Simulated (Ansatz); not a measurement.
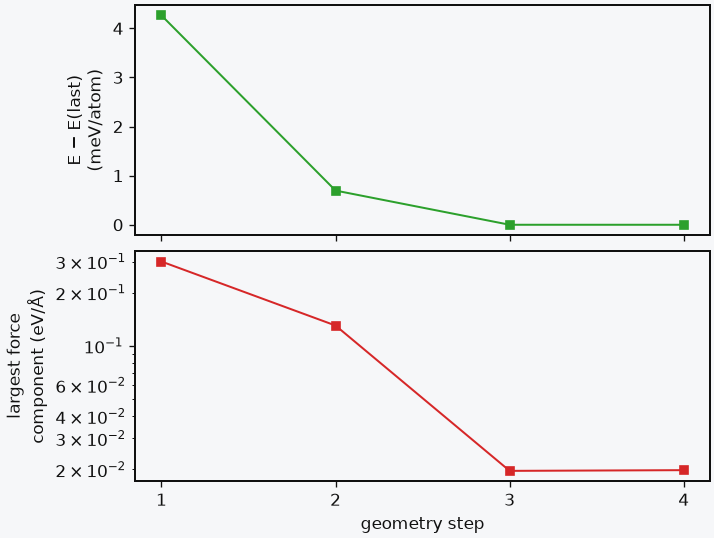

Source: calculation with Ansatz.

History of a geometry optimisation. Only the atoms move.

```
crystal:
  lattice:
    - [3.5799557408, 0.0, 0.0]
    - [0.0, 3.5799557408, 0.0]
    - [0.0, 0.0, 22.0628219613]
  atoms:
    - { symbol: Li, position: [0.5, 0.5, 0.3852634996] }
    - { symbol: Cl, position: [0.0, 0.0, 0.3852634996] }
    - { symbol: Li, position: [0.0, 0.0, 0.5] }
    - { symbol: Cl, position: [0.5, 0.5, 0.5] }
    - { symbol: Li, position: [0.5, 0.5, 0.6147365004] }
    - { symbol: Cl, position: [0.0, 0.0, 0.6147365004] }
basis:
  ecutwfc: 420
kpoints:
  mp_grid: { grid: [8, 8, 1] }
hamiltonian:
  xc: pbesol
scf:
  occupations: { method: gaussian, width: 0.05 }
output:
  forces: true
  eigenvalues: true
relax:
  adjacent_minimum: "off"
  f_tol: 0.03
  max_steps: 70
  constraints: [{ sites: [0, 1] }]
efield:
  axis: 3
  dipole_correction: true
```

**How did it end, and what did it gain?**

The optimisation met its thresholds at geometry 4, counting the start as the first. The energy fell by about 4.3 meV/atom from the first step to the last. The largest force component goes from about 0.3 eV/Å at the start to 0.02 eV/Å at the end.
